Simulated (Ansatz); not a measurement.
# EuO: band-structure calculation (part 3 of 4)

The same run, continued: EuO (slab, 8 atoms in the cell); DFT PBE, spin-orbit coupling, plane waves, PAW (Ansatz 0.2.0); cutoff 420 eV, 12×12×1 k-mesh, Gaussian smearing of 0.1 eV. It belongs to a series of runs on one base structure; here: bands of the relaxed slab with spin-orbit coupling.

Geometry of the input (Å; fractional positions):
```
3.5788  0.0000  0.0000
-1.7894  3.0994  0.0000
0.0000  0.0000  25.2274
Eu 0.3333  0.6667  0.2999
O  0.6667  0.3333  0.3571
Eu 0.0000  0.0000  0.4162
O  0.3333  0.6667  0.4708
Eu 0.6667  0.3333  0.5345
O  0.0000  0.0000  0.5809
Eu 0.3333  0.6667  0.6562
O  0.6667  0.3333  0.6843
```

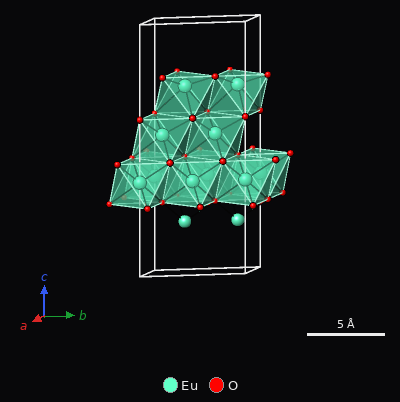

Fig. 1: The structure (polyhedral view of the 1 × 2 repeat of the cell, with the vacuum cut short, seen slightly off an axis; polyhedra are completed across the faces of the cell).

Output, continued
```
--- Per-component energies (eV) ---
  E_band       = -610.773663
  E_kinetic    = 2141.433530
  E_local      = -92669.631705  (includes V_loc(G=0)·N_el)
  E_nonlocal   = 2034.297699
  E_hartree    = 45045.755284
  E_xc         = -1023.269220
  E_vxc        = -1213.129930  (∫ρ·V_xc dr)
  E_paw        = -26191.637027  (= ΣΔE_a)
  E_vpaw       = -994.845052  (= ΣTr[D̂ρ^β])
  E_aug_tail   = 0.009672  (compensation charges beyond the density's cutoff)
  E_efield     = 0.002101  (sawtooth field / dipole correction)
  E_vefield    = -0.391418  (∫n·V_field dr)
  E_ewald      = 33279.597681
  E_smearing   = -0.046187  (= −TS)
  E_closure    = 0.000000  (closes the sum)
  Σ components = -37383.488172   (vs F -37383.488172, Δ=0.00e0)
--- Forces (eV/Å), atoms counted from 1 ---
  atom   1  Eu    -0.00000001     0.00000000    -0.01069805
  atom   2  O      0.00000000     0.00000000     0.06733324
  atom   3  Eu    -0.00000000    -0.00000000    -0.06654741
  atom   4  O     -0.00000000     0.00000000     0.04738278
  atom   5  Eu     0.00000000     0.00000000    -0.01585552
  atom   6  O      0.00000000     0.00000000    -0.01422381
  atom   7  Eu    -0.00000001    -0.00000000     0.01767514
  atom   8  O      0.00000000    -0.00000000    -0.02506170
  max |Σ_I F_I| component: 4.67e-6 eV/Å
--- Band table (eV; the first three rows and the last of 144) ---
  k-point 0: bands = ["-37.1276", "-36.8162", "-36.6619", "-36.2401", "-34.0005", "-33.8239", "-33.7212", "-33.4408", "-17.9448", "-17.7788", "-17.6779", "-17.4843", "-17.3721", "-17.0415", "-17.0050", "-16.6001", "-15.2964", "-14.8156", "-14.4561", "-14.4449", "-14.2536", "-14.2022", "-14.1205", "-13.9469", "-13.9137", "-13.5364", "-13.4959", "-13.2932", "-13.0858", "-12.4805", "-12.4727", "-12.0580", "-12.0394", "-11.8743", "-11.7732", "-11.7567", "-11.6346", "-11.4766", "-11.3481", "-11.0043",
      "-1.3205", "-0.9775", "-0.5016", "-0.2968", "-0.2885", "-0.2403", "-0.2244", "-0.2078", "0.1392", "0.1566", "0.2204", "0.2548", "0.3656", "0.5484", "0.5835", "0.6146", "0.6915", "0.7514", "1.0526", "1.0911", "1.2083", "1.2901", "1.4111", "1.4947", "2.4616", "3.6035", "3.7478", "3.8212", "3.8387", "3.9172", "3.9301", "3.9633", "4.0438", "4.0839", "4.1053", "4.1442", "4.1745", "4.1802", "4.2157", "4.2220",
      "4.2516", "4.2748", "4.2986", "4.3013", "4.3156", "4.3208", "4.4085", "4.4378", "4.4598", "4.4672", "4.4966", "4.5425", "4.6161", "4.7220", "5.2852", "5.7439", "6.0936", "6.4651", "6.5434", "6.6078", "6.6180", "7.0354", "7.1623", "7.4157", "7.4229", "7.4517", "7.5469", "7.6022", "7.6103", "7.7220", "7.8044", "7.9210", "8.1530", "8.1638", "8.2725", "8.2795", "8.3174", "8.4095", "8.4266", "8.4320",
      "8.4672", "8.4996", "8.5777", "8.6351", "8.6552", "8.7864", "8.8232", "8.8336", "8.8415", "8.8458", "8.8637", "8.8835", "8.8958", "8.8982", "8.9120", "8.9146", "8.9387", "8.9527", "8.9773", "8.9889", "9.0082", "9.0137", "9.0848", "9.1035", "9.1748", "9.2201", "9.2580", "9.3547", "9.3679", "9.4890", "9.6996", "9.7319", "9.7555", "9.7839", "9.8703", "9.8809", "10.1092", "10.1750", "10.1923", "10.3884",
      "10.4600", "10.6744", "10.7534", "10.7948", "10.9399", "11.3901", "11.5948", "11.6756", "11.8044", "11.9090", "12.0062", "12.4266", "12.9966", "13.0909", "13.2925", "13.3053"]
  k-point 1: bands = ["-37.1227", "-36.8112", "-36.6570", "-36.2343", "-33.9941", "-33.8173", "-33.7151", "-33.4332", "-17.9709", "-17.7572", "-17.6992", "-17.5215", "-17.3577", "-17.0961", "-17.0110", "-16.6025", "-15.2781", "-14.8340", "-14.6424", "-14.4174", "-14.3943", "-14.3081", "-14.1401", "-13.9709", "-13.9145", "-13.6775", "-13.5559", "-13.1010", "-12.9288", "-12.5061", "-12.4653", "-12.1109", "-12.0883", "-11.9470", "-11.8056", "-11.7892", "-11.6364", "-11.5379", "-11.2963", "-10.8103",
      "-1.2253", "-0.8968", "-0.5635", "-0.3474", "-0.2711", "-0.2180", "-0.1941", "-0.0875", "0.0587", "0.1670", "0.1948", "0.2619", "0.3833", "0.5254", "0.5678", "0.6242", "0.7005", "0.7622", "1.0547", "1.1099", "1.2374", "1.3147", "1.4285", "1.5143", "2.5978", "3.5996", "3.7465", "3.8255", "3.8373", "3.9292", "3.9580", "4.0303", "4.0592", "4.0799", "4.0952", "4.1476", "4.1658", "4.1752", "4.1964", "4.2245",
      "4.2444", "4.2657", "4.2968", "4.3091", "4.3184", "4.3233", "4.3994", "4.4345", "4.4526", "4.4734", "4.4891", "4.5451", "4.6164", "4.7114", "5.3411", "5.8496", "6.1605", "6.3090", "6.6272", "6.6812", "6.7042", "6.9999", "7.0844", "7.2396", "7.2864", "7.5253", "7.5738", "7.6567", "7.6690", "7.7460", "7.9202", "7.9601", "8.1883", "8.2265", "8.2840", "8.2950", "8.3532", "8.4071", "8.4317", "8.4604",
      "8.5052", "8.5241", "8.6022", "8.6600", "8.6672", "8.7749", "8.8071", "8.8305", "8.8480", "8.8550", "8.8595", "8.8869", "8.8998", "8.9103", "8.9201", "8.9458", "8.9670", "8.9885", "9.0087", "9.0350", "9.0507", "9.0866", "9.1194", "9.1435", "9.1787", "9.2670", "9.2971", "9.3642", "9.4399", "9.5937", "9.6763", "9.7139", "9.7628", "9.8767", "9.9046", "10.0073", "10.2051", "10.3272", "10.4063", "10.4614",
      "10.5052", "10.6270", "10.8250", "10.9858", "11.0660", "11.3959", "11.6616", "11.8097", "11.8355", "12.0210", "12.1024", "12.5413", "13.0125", "13.1998", "13.2302", "13.3727"]
  k-point 2: bands = ["-37.1092", "-36.7972", "-36.6435", "-36.2185", "-33.9766", "-33.7992", "-33.6981", "-33.4123", "-18.0366", "-17.7985", "-17.6630", "-17.6198", "-17.3293", "-17.2361", "-17.0335", "-16.6263", "-15.2297", "-14.8929", "-14.8749", "-14.6791", "-14.5753", "-14.3897", "-14.3464", "-14.2046", "-13.8920", "-13.7642", "-13.3407", "-13.1190", "-12.6528", "-12.5534", "-12.4911", "-12.2591", "-12.2125", "-12.0786", "-12.0144", "-11.7761", "-11.6069", "-11.4622", "-11.2754", "-10.4719",
      "-1.0002", "-0.7164", "-0.5917", "-0.3740", "-0.2876", "-0.2259", "-0.1472", "-0.0961", "0.0622", "0.1869", "0.2262", "0.2599", "0.3084", "0.4223", "0.5951", "0.6676", "0.7607", "0.8079", "1.1021", "1.2031", "1.2966", "1.4151", "1.4924", "1.6040", "2.9172", "3.5918", "3.7434", "3.8329", "3.8381", "3.9235", "3.9461", "3.9930", "4.0510", "4.0658", "4.1279", "4.1452", "4.1594", "4.1971", "4.2150", "4.2342",
      "4.2554", "4.2928", "4.3079", "4.3252", "4.3357", "4.3812", "4.4157", "4.4293", "4.4372", "4.4615", "4.4923", "4.5492", "4.6074", "4.7009", "5.2604", "6.0380", "6.0650", "6.3211", "6.5880", "6.7294", "6.9647", "7.0769", "7.1266", "7.1914", "7.2953", "7.3590", "7.7871", "7.8296", "7.9221", "7.9409", "7.9705", "8.0055", "8.2161", "8.2925", "8.3516", "8.3756", "8.4268", "8.4892", "8.5358", "8.6191",
      "8.6363", "8.6693", "8.6799", "8.7209", "8.7285", "8.7751", "8.7935", "8.8283", "8.8415", "8.8576", "8.8741", "8.8911", "8.9060", "8.9326", "8.9497", "8.9619", "8.9923", "9.0172", "9.0701", "9.1050", "9.1576", "9.1883", "9.2298", "9.2811", "9.2923", "9.3175", "9.4648", "9.4980", "9.6218", "9.6703", "9.7840", "9.9191", "10.0388", "10.0797", "10.1266", "10.2336", "10.2953", "10.5503", "10.5978", "10.6587",
      "10.8951", "10.9885", "11.0466", "11.2133", "11.2964", "11.5743", "11.7773", "11.8532", "12.1286", "12.3184", "12.4974", "12.9098", "13.0145", "13.2144", "13.4863", "13.5742"]
  k-point 143: bands = ["-37.1135", "-36.8017", "-36.6478", "-36.2235", "-33.9822", "-33.8049", "-33.7035", "-33.4190", "-18.0211", "-17.7748", "-17.6843", "-17.5957", "-17.3327", "-17.2131", "-17.0216", "-16.6032", "-15.2427", "-14.8635", "-14.7977", "-14.5847", "-14.5163", "-14.3619", "-14.2110", "-14.1583", "-13.8907", "-13.7438", "-13.4404", "-13.1240", "-12.7735", "-12.5382", "-12.4843", "-12.2223", "-12.1990", "-12.0778", "-12.0016", "-11.7646", "-11.5988", "-11.4992", "-11.2519", "-10.4890",
      "-1.0581", "-0.7588", "-0.5990", "-0.3862", "-0.2934", "-0.1897", "-0.1734", "-0.0269", "0.0451", "0.1706", "0.1952", "0.2523", "0.3261", "0.4922", "0.5756", "0.6447", "0.7290", "0.7829", "1.0867", "1.1740", "1.3006", "1.3507", "1.4750", "1.5650", "2.8242", "3.5960", "3.7438", "3.8332", "3.8375", "3.9261", "3.9495", "4.0045", "4.0597", "4.0747", "4.1456", "4.1473", "4.1610", "4.2049", "4.2170", "4.2360",
      "4.2629", "4.2908", "4.3055", "4.3201", "4.3234", "4.3421", "4.3876", "4.4289", "4.4398", "4.4605", "4.4835", "4.5529", "4.5990", "4.6830", "5.3383", "6.0718", "6.1628", "6.1907", "6.5505", "6.7728", "6.9341", "6.9880", "7.0564", "7.1372", "7.2233", "7.3877", "7.7555", "7.7666", "7.8820", "7.9072", "7.9604", "7.9911", "8.2288", "8.2746", "8.3006", "8.3365", "8.4154", "8.4463", "8.5292", "8.5547",
      "8.6077", "8.6136", "8.6739", "8.7106", "8.7138", "8.7678", "8.7872", "8.8274", "8.8385", "8.8531", "8.8673", "8.8766", "8.8992", "8.9060", "8.9253", "8.9430", "8.9690", "8.9987", "9.0600", "9.0923", "9.1577", "9.1752", "9.1998", "9.2335", "9.2859", "9.3272", "9.3755", "9.3931", "9.5975", "9.6388", "9.6966", "9.8847", "9.9488", "9.9670", "10.1124", "10.1569", "10.2069", "10.4738", "10.5686", "10.6266",
      "10.8080", "10.8731", "10.9245", "11.1147", "11.2700", "11.4486", "11.7943", "11.8548", "12.0240", "12.2390", "12.3489", "12.8093", "12.9868", "13.1736", "13.4476", "13.5100"]
--- Löwdin populations: 8 sites ---
  site symbol       q [e]
     0     Eu     16.6594
     1      O      6.5189
     2     Eu     16.4595
     3      O      6.5280
     4     Eu     16.3948
     5      O      6.5267
     6     Eu     16.2746
     7      O      6.4639
  spilling = 0.001893 (of n_electrons = 92.000000)
--- Occupation matrices: 4 shells (Löwdin-built; ε = 2.00e-2, provisional) ---
  Eu0 f_4F: site group C3v (3m)
  Eu0 f_4F spinor Tr n = 6.8374  λ = 0.000 0.002 0.003 0.003 0.006 0.006 0.008 0.923 0.961 0.981 0.981 0.984 0.988 0.992  [7× xz2 0.14 E1/2(0.71) | y(3x2-y2) 0.87 E1/2(1.00) | 6× z(x2-y2) 0.17 E1/2(0.67)]
  Eu2 f_4F: site group C3v (3m)
  Eu2 f_4F spinor Tr n = 6.7630  λ = 0.000 0.005 0.005 0.005 0.013 0.013 0.013 0.908 0.915 0.960 0.972 0.978 0.987 0.989  [7× xz2 0.14 (T2u 0.43) E1/2(0.71) | 2× y(3x2-y2) 0.29 (T1u 0.82) E1/2(1.00) | 5× xz2 0.20 (T2u 0.53) E1/2(0.60)]
  Eu4 f_4F: site group C3v (3m)
  Eu4 f_4F spinor Tr n = 6.7104  λ = 0.001 0.006 0.006 0.007 0.014 0.015 0.017 0.856 0.871 0.970 0.983 0.985 0.989 0.992  [7× xz2 0.14 E1/2(0.71) | 2× y(3x2-y2) 0.27 E1/2(1.00) | 5× xz2 0.20 E1/2(0.60)]
  Eu6 f_4F: site group C3v (3m)
  Eu6 f_4F spinor Tr n = 6.5379  λ = 0.005 0.009 0.009 0.017 0.017 0.018 0.027 0.738 0.839 0.902 0.984 0.986 0.991 0.995  [7× z3 0.14 E1/2(0.71) | y(3x2-y2) 0.51 E1/2(1.00) | z(x2-y2) 0.48 E1/2(1.00) | xz2 0.50 E3/2(1.00) | 4× z3 0.22 E1/2(0.75)]
  Tr n, λ and their labels are of the raw unsymmetrised matrices; stabiliser: 6 of 12 elements of G0×{1,Θ} (closed), max defect 1.8e-7 at τ = 4.2e-3
```

File populations.tsv
```
# site	symbol	l	j	q
# orbitals = lowdin
# n_electrons = 92.000000
# spilling = 0.001893
# projection_atom_Eu: [Kr 4d10] 4f7 5s2 5p6 5d0 6s2
0	Eu	0_5S	0.5	1.899416
0	Eu	0_6S	0.5	0.583429
0	Eu	1_5P	0.5	1.980275
0	Eu	1_5P	1.5	3.945774
0	Eu	2_5D	1.5	0.556976
0	Eu	2_5D	2.5	0.856161
0	Eu	3_4F	2.5	3.250001
0	Eu	3_4F	3.5	3.587355
1	O	0_2S	0.5	1.678005
1	O	1_2P	0.5	1.620088
1	O	1_2P	1.5	3.220836
2	Eu	0_5S	0.5	1.872801
2	Eu	0_6S	0.5	0.311304
2	Eu	1_5P	0.5	1.979921
2	Eu	1_5P	1.5	3.948565
2	Eu	2_5D	1.5	0.627535
2	Eu	2_5D	2.5	0.956458
2	Eu	3_4F	2.5	3.239293
2	Eu	3_4F	3.5	3.523669
3	O	0_2S	0.5	1.670473
3	O	1_2P	0.5	1.624466
3	O	1_2P	1.5	3.233024
4	Eu	0_5S	0.5	1.875358
4	Eu	0_6S	0.5	0.313903
4	Eu	1_5P	0.5	1.980874
4	Eu	1_5P	1.5	3.950719
4	Eu	2_5D	1.5	0.620294
4	Eu	2_5D	2.5	0.943235
4	Eu	3_4F	2.5	3.250567
4	Eu	3_4F	3.5	3.459834
5	O	0_2S	0.5	1.671055
5	O	1_2P	0.5	1.621619
5	O	1_2P	1.5	3.234023
6	Eu	0_5S	0.5	1.895140
6	Eu	0_6S	0.5	0.297829
6	Eu	1_5P	0.5	1.983214
6	Eu	1_5P	1.5	3.954634
6	Eu	2_5D	1.5	0.645521
6	Eu	2_5D	2.5	0.960320
6	Eu	3_4F	2.5	3.249617
6	Eu	3_4F	3.5	3.288312
7	O	0_2S	0.5	1.655980
7	O	1_2P	0.5	1.597557
7	O	1_2P	1.5	3.210398
```

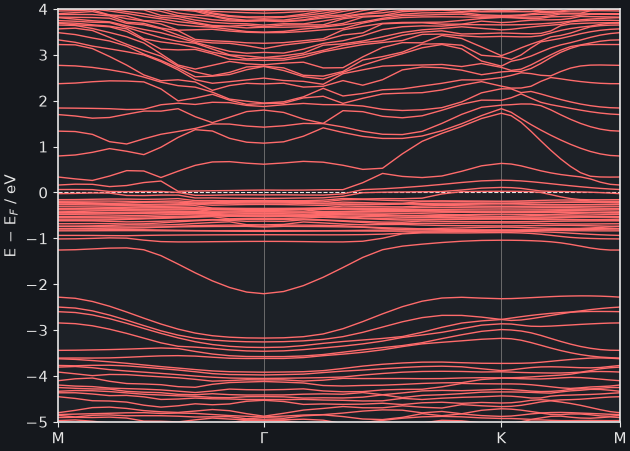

Fig. 2: Band structure along M–Γ–K–M, with energies from the Fermi level. Bands cross the Fermi level: a metal at this level of theory.
